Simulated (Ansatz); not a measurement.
Input

```
crystal:
  lattice:
    - [5.556395, 0.0, 0.0]
    - [0.0, 3.333597, 0.0]
    - [0.0, 0.0, 6.504995]
  atoms:
    - { symbol: Hf, position: [0.748682, 0.75, 0.607871] }
    - { symbol: Hf, position: [0.251318, 0.25, 0.392129] }
    - { symbol: Hf, position: [0.248682, 0.75, 0.892129] }
    - { symbol: Hf, position: [0.751318, 0.25, 0.107871] }
    - { symbol: O, position: [0.639499, 0.25, 0.4234] }
    - { symbol: O, position: [0.360501, 0.75, 0.5766] }
    - { symbol: O, position: [0.139499, 0.25, 0.0766] }
    - { symbol: O, position: [0.860501, 0.75, 0.9234] }
    - { symbol: O, position: [0.520794, 0.25, 0.841453] }
    - { symbol: O, position: [0.479206, 0.75, 0.158547] }
    - { symbol: O, position: [0.020794, 0.25, 0.658547] }
    - { symbol: O, position: [0.979206, 0.75, 0.341453] }
hamiltonian:
  xc: blyp
  pseudopotentials: { kind: paw }
kpoints:
  mp_grid: { grid: [5, 8, 4] }
scf:
  occupations: { method: fermi_dirac, width: 0.05 }
output:
  forces: true
  stress: true
  eigenvalues: true
  write_density: true
  write_potential: true
  elf: true
  volumetric_format: npy
relax:
  f_tol: 0.01
  max_steps: 40
  cell: { stress_tol: 0.05 }
```

Command:

```sh
ansatz run input.yaml --threads 4 --pin off --max-ram 11264MiB --backend cpu --events-out ev --progress --plain --runs-dir out
```

Below, planes, directions and counts refer to the conventional cell (a = 5.61 Å, b = 3.40 Å, c = 6.63 Å, α = 90.00°, β = 90.00°, γ = 90.00°).

The fields are those of the run's last geometry, not of the input's.

Space group Pnma; a structure from a database of computed crystals, not necessarily the ambient phase.

Computed with Ansatz, Kohn-Sham DFT of a periodic cell, BLYP, Ansatz PAW.

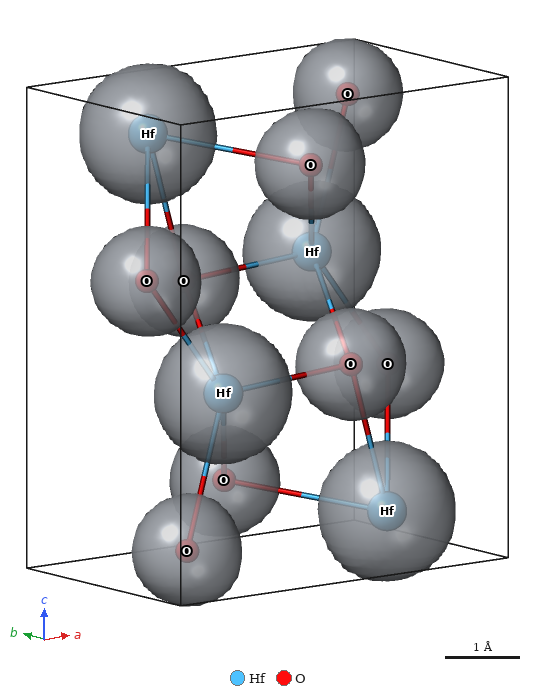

HfO2. Isosurface of the valence electron density at 1 e/Å³ (grey), seen at an oblique angle. Sticks mark near contacts.

Core electrons are frozen (PAW), and the valence fields are smoothed inside the atomic spheres.

Question: Which contacts does the surface bridge?

Answer: At this value the density breaks into separate islands; it holds about 80 % of the electrons treated as valence (semicore included). It bridges none of the near contacts. It is pinched off along the sampled Hf–O (2.15 Å), Hf–O (2.19 Å) and Hf–O (2.28 Å) contacts. On the grid the lowest density along these lines, outside the cores, is 0.64 e/Å³ (Hf–O, 2.15 Å), 0.56 e/Å³ (Hf–O, 2.19 Å) and 0.45 e/Å³ (Hf–O, 2.28 Å).

Question: Does the calculation give a band gap?

Answer: It is gapped, with a Kohn–Sham gap of 3.6 eV on the k-point mesh (the band edges may lie off the mesh, which would make the gap smaller).
